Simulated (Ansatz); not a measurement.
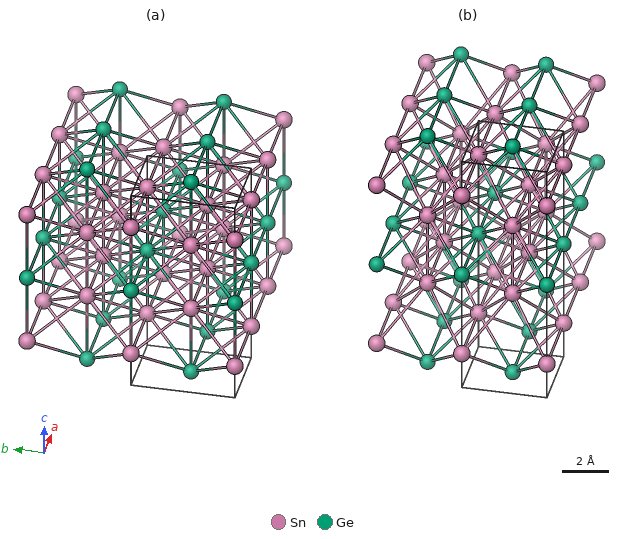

The structure of solid Sn$_{2}$Ge (a generated structure, set up in Immm) before (left) and after (right) a relaxation, at one scale.

A ball-and-stick model of the conventional cell (2 times the calculation's cell), repeated 3 × 2 × 1 with one cell outlined, seen from a free direction. Lengths and directions refer to the drawn axes.

The calculation used DFT PBE, scalar-relativistic, plane waves, PAW in Ansatz. (plane-wave cutoff 420 eV; k-point mesh 18 × 18 × 18; occupations gaussian; smearing width 0.1 eV; no spin polarisation; cell and atoms relaxed; force threshold 0.01 eV/Å; at most 80 steps)

Describe what moved and what it gained.

Answer. The largest moves relative to the cell, 0.20 Å, are those of Sn atoms. Ge stays in place. The volume changes by −0.5 %, with a 3.288 → 3.356 Å (+2.1 %), b 4.650 → 3.807 Å (−18.1 %), c 9.865 → 11.753 Å (+19.1 %). Among the contacts that change: Ge–Sn 3.288 → 4.116 Å, Sn–Sn 3.288 → 3.521 Å, Ge–Sn 3.288 → 3.088 Å, Sn–Sn 3.288 → 3.462 Å. The space group stays Immm (No. 71). The energy falls by 41.4 meV per atom in 13 accepted moves (15 points after the start). The largest force component goes from 0.22 to 0.00074 eV/Å. The pressure goes from 0.19 to 0.01 GPa. At 2 points the geometry stayed and the basis and grid were re-selected for the new cell (energy shift of 3.9 meV per atom at most each time).
